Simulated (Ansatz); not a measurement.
## Electronic structure of SiO2 in real space

Input

```
crystal:
  lattice:
    - [-4.47204052, 4.47204052, 2.61177035]
    - [4.47204052, -4.47204052, 2.61177035]
    - [4.47204052, 4.47204052, -2.61177035]
  atoms:
    - { symbol: Si, position: [0.82311142, 0.82311142, 0.64622284] }
    - { symbol: Si, position: [0.17688858, 0.82311142, 0.0] }
    - { symbol: Si, position: [0.82311142, 0.17688858, 0.0] }
    - { symbol: Si, position: [0.17688858, 0.17688858, 0.35377716] }
    - { symbol: O, position: [0.0, 0.79145134, 0.79145134] }
    - { symbol: O, position: [0.20854866, 0.0, 0.20854866] }
    - { symbol: O, position: [0.79145134, 0.0, 0.79145134] }
    - { symbol: O, position: [0.0, 0.20854866, 0.20854866] }
    - { symbol: O, position: [0.0, 0.0, 0.5] }
    - { symbol: O, position: [0.5, 0.0, 0.0] }
    - { symbol: O, position: [0.0, 0.5, 0.0] }
    - { symbol: O, position: [0.5, 0.5, 0.5] }
hamiltonian:
  xc: r2scan
  pseudopotentials: { kind: paw }
kpoints:
  mp_grid: { grid: [6, 6, 6] }
  band_path:
    path:
      - [[0.0, 0.0, 0.0], [0.0, 0.0, 0.5], [-0.5, 0.5, 0.5], [0.0, 0.0, 0.0], [0.3352704438, 0.3352704438, -0.3352704438], [0.25, 0.25, 0.25], [0.0, 0.5, 0.0], [-0.3352704438, 0.6647295562, 0.3352704438], [-0.5, 0.5, 0.5]]
      - [[0.0, 0.0, 0.5], [0.25, 0.25, 0.25]]
    npoints: 10
scf:
  occupations: { method: fermi_dirac, width: 0.05 }
  n_extra_bands: 30
output:
  forces: true
  stress: true
  eigenvalues: true
  fatbands: false
  write_density: true
  write_potential: true
  elf: true
  volumetric_format: npy
```

Run with:

```sh
ansatz run input.yaml --threads 4 --pin off --max-ram 11264MiB --backend cpu --events-out ev --progress --plain --runs-dir out
```

Below, planes, directions and counts refer to the conventional cell (a = 8.94 Å, b = 8.94 Å, c = 5.22 Å, α = 90.00°, β = 90.00°, γ = 90.00°).

Space group I4/mmm; a structure from a database of computed crystals, not necessarily the ambient phase.

Method: Ansatz, Kohn-Sham DFT of a periodic cell, r2SCAN, Ansatz PAW.

The density is the valence pseudo-density of a PAW calculation; it isn't the true density close to the nuclei.

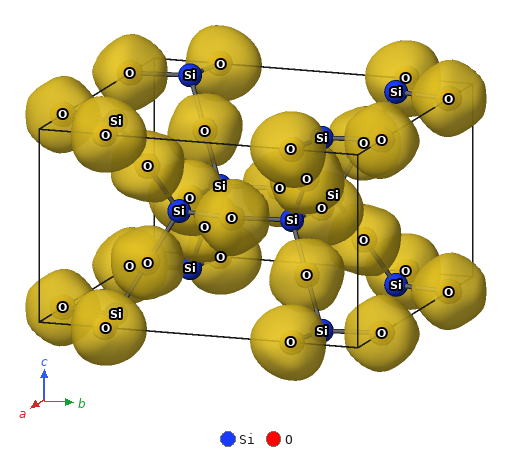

Figure 1. Isosurface of the ELF at 0.65 (yellow), seen slightly off an axis. Only the valence region is drawn (cores and ρ < 0.01 e/Å³ removed). Sticks mark near contacts.

Question: Where are the electrons localised?

Answer: The ELF exceeds this value in 16 regions on O in which the atom's valence shell and bonds are merged, counted in one cell of 24 atoms. Any copies at cell faces, edges or corners count once. Profiles from the grid: Si–O (1.60 Å): the ELF peaks at about 0.85 between the atoms, as expected for a shared but strongly polarised pair.

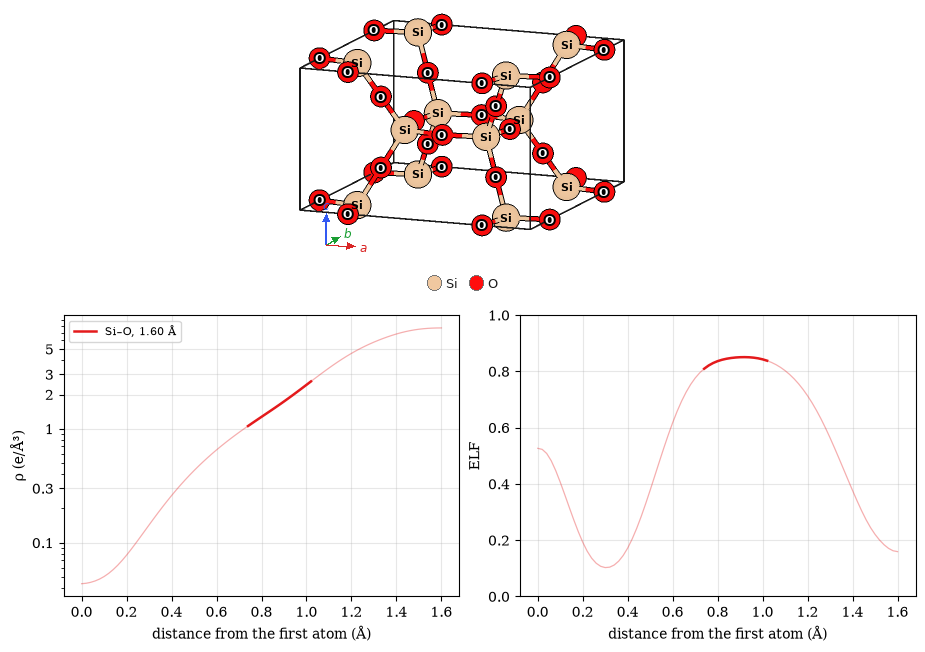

Figure 2. Valence electron density and ELF along straight lines between neighbouring atoms. Thin, pale parts lie inside the atomic spheres. The structure is drawn too.

Question: What can be read from the curves?

Answer: Si–O (1.60 Å): ρ is about 1.3 e/Å³ halfway; the ELF peaks at about 0.85 between the atoms, as expected for a polar covalent bond.

Question: Does the calculation make it a metal, or give it a gap?

Answer: It is gapped, with a Kohn–Sham gap of 6.1 eV on the k-point mesh (the band edges may lie off the mesh, which would make the gap smaller).
